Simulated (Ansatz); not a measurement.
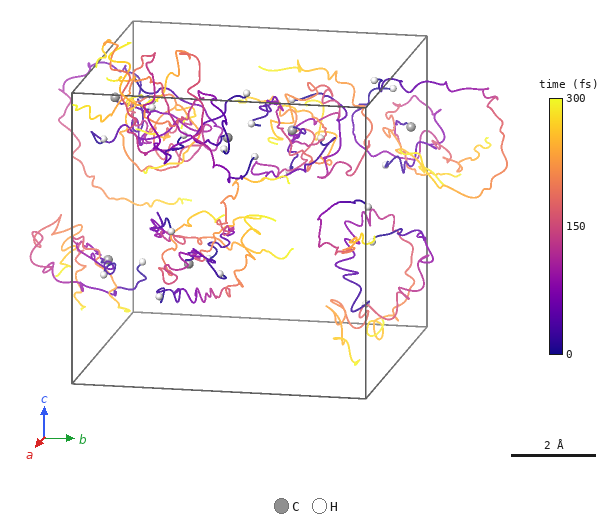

A Born-Oppenheimer molecular dynamics run of a periodic cell with 6 CH4 at 0.423 g/cm³, 300 fs long. It starts from the last geometry of an earlier run, with fresh velocities. Lines trace each atom's path, coloured by time; spheres stand at the starting positions. Seen slightly off an axis in the simulation cell.

The calculation used Ansatz, DFT PBE-D3(BJ), scalar-relativistic, plane waves, PAW. Settings: plane-wave cutoff 420 eV; k-point mesh 1 × 1 × 1; Fermi-Dirac smearing 0.02 eV; low-accuracy preset; constant energy (NVE); velocities drawn for 1500 K; time step 0.75 fs; H given the mass 2.014 u.

The input:
```yaml
accuracy: low
crystal:
  lattice:
    - [7.230427, 0.0, 0.0]
    - [0.0, 7.230427, 0.0]
    - [0.0, 0.0, 7.230427]
  atoms:
    - { symbol: C, position: [0.82841516, 0.49447205, 0.8289025] }
    - { symbol: H, position: [0.79646931, 0.33877835, 0.8220137] }
    - { symbol: H, position: [0.72070855, 0.56404674, 0.74129373] }
    - { symbol: H, position: [0.97701097, 0.51251519, 0.82770394] }
    - { symbol: H, position: [0.79414278, 0.55168583, 0.97626983] }
    - { symbol: C, position: [0.75544148, 0.34686911, 0.36976898] }
    - { symbol: H, position: [0.83167634, 0.46843815, 0.36069735] }
    - { symbol: H, position: [0.82993727, 0.30274091, 0.49740731] }
    - { symbol: H, position: [0.79394014, 0.25406214, 0.2620517] }
    - { symbol: H, position: [0.62373892, 0.38697939, 0.3571853] }
    - { symbol: C, position: [0.04785826, -0.04433405, 0.69711301] }
    - { symbol: H, position: [0.08973001, 0.08333597, 0.75201637] }
    - { symbol: H, position: [0.00890962, -0.11336233, 0.81613966] }
    - { symbol: H, position: [0.09107792, -0.12207916, 0.57290191] }
    - { symbol: H, position: [-0.08465664, -0.00942318, 0.63787996] }
    - { symbol: C, position: [0.36054384, 0.61693718, 0.74580397] }
    - { symbol: H, position: [0.47276917, 0.50087943, 0.78969909] }
    - { symbol: H, position: [0.45314758, 0.73338587, 0.74675245] }
    - { symbol: H, position: [0.22772885, 0.58857746, 0.81715627] }
    - { symbol: H, position: [0.31955035, 0.59747991, 0.59425476] }
    - { symbol: C, position: [0.44691214, 1.00752361, 0.29056077] }
    - { symbol: H, position: [0.41777808, 0.87976797, 0.17683147] }
    - { symbol: H, position: [0.32096075, 1.09831069, 0.25665859] }
    - { symbol: H, position: [0.60642868, 1.02585462, 0.27881838] }
    - { symbol: H, position: [0.3908842, 0.89531551, 0.38341076] }
    - { symbol: C, position: [0.48919663, 0.04024804, 0.86060028] }
    - { symbol: H, position: [0.45779492, -0.08368074, 0.95610783] }
    - { symbol: H, position: [0.5754458, 0.11786306, 0.95480838] }
    - { symbol: H, position: [0.39267295, 0.1461619, 0.80786484] }
    - { symbol: H, position: [0.52660677, 0.00918376, 0.72519774] }
basis:
  ecutwfc: 420.0
kpoints:
  mp_grid: { grid: [1, 1, 1] }
hamiltonian:
  xc: pbe
  dispersion: d3bj
scf:
  occupations: { method: fermi_dirac, width: 0.02 }
  lower_state_search: "off"
md:
  timestep: 0.75
  n_steps: 400
  ensemble: nve
  temperature: 1500.0
  initial_velocities: maxwell_boltzmann
  seed: 764000
  masses: [{ species: H, mass: 2.014 }]
```

Launched with:
```bash
ansatz run input.yaml --threads 1 --pin off --max-ram 3072MiB --backend cpu --events-out ev --progress --plain --runs-dir out
```

What do the traces tell about the motion?

Root-mean-square distances from the starting positions over the second half, with the common drift of all atoms taken out: H 2.21 Å, C 1.57 Å. The molecules turn and drift from their places. The mean temperature in the second half is 1623 K (standard deviation 177 K). The potential energy in the second half lies on average 15.4 meV per atom below the first frame.

Limits of the set-up: the program's low-accuracy preset was used; masses were changed (H 2.014 u), which shifts the vibrations; the periodic images lie only 7.2 Å apart, so the values are limited by the cell's size.

Cost: 8.3 min on 1 thread of Arm Neoverse V2, with other jobs on the host, peak memory 0.37 GiB.
